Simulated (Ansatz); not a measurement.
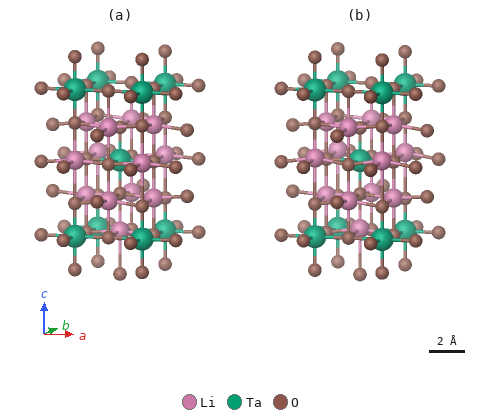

The structure of crystalline Li$_{3}$TaO$_{4}$ (set up in I4mm) before (left) and after (right) a relaxation, at one scale.

Style: ball-and-stick. Shown: the conventional cell (2 times the calculation's cell), slightly off an axis. Lengths and directions refer to the drawn axes.

Case: the unstable mode frozen in at +0.15 Å, atoms relaxed.

Theory: DFT PBEsol, scalar-relativistic, plane waves, PAW in Ansatz 0.2.0. Settings: plane-wave cutoff 420 eV; k-point mesh 10 × 10 × 10; occupations gaussian; smearing width 0.05 eV; no spin polarisation; atoms relaxed in a fixed cell; force threshold 0.01 eV/Å; at most 60 steps.

Question: Describe what moved and what it gained.

Answer: After 5 geometry steps the energy has fallen by 9.8 meV per cell of the calculation. Largest force component: 0.081 eV/Å at the start, 0.00031 eV/Å at the end. The largest move is that of a Li atom, 0.13 Å along +c. By element the largest moves are Li 0.13 Å, O 0.03 Å, Ta 0.02 Å. The cell doesn't change. Some distances before and after: Li–O 2.498 → 2.662 Å, Li–O 2.168 → 2.007 Å, Li–O 2.112 → 2.093 Å, Li–O 2.141 → 2.160 Å. Bond angles that change, for instance: Li–O–Li 171.5° → 163.1°, O–Li–O 171.5° → 163.1°, Li–O–Li 85.7° → 81.6°. The space group stays I4mm (No. 107). The run took 23 s on 2 threads of AMD EPYC 9R45 96-Core Processor (Zen 5), on a shared host, peak memory 0.55 GiB.
